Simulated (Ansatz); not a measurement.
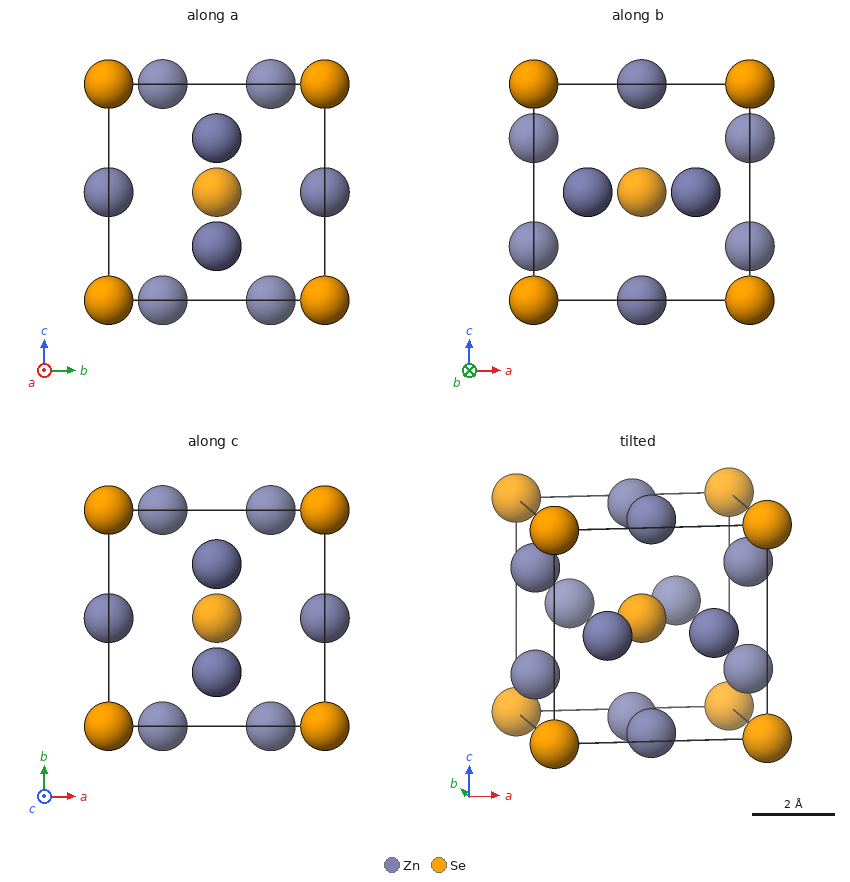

We look at a spheres-only model of the crystal along the a axis, along the b axis, along the c axis and slightly off an axis. The wireframe shows the conventional unit cell.

Lattice parameters: a = 5.282 Å, b = 5.282 Å, c = 5.282 Å, α = 90.00°, β = 90.00°, γ = 90.00°. Put a along x and b in the xy plane.

### Express the structure as a POSCAR file.

```
Zn Se
1.0
     5.282    0.000    0.000
     0.000    5.282    0.000
     0.000    0.000    5.282
Zn Se
6 2
Direct
  0.0000 0.5000 0.2500
  0.0000 0.5000 0.7500
  0.2500 0.0000 0.5000
  0.7500 0.0000 0.5000
  0.5000 0.7500 0.0000
  0.5000 0.2500 0.0000
  0.0000 0.0000 0.0000
  0.5000 0.5000 0.5000
```

The structure was taken from a structure type filled with these elements by a generator (whether the compound takes this form wasn't checked). The geometry was optimised with DFT PBE, scalar-relativistic, plane waves, PAW in Ansatz 0.2.0.
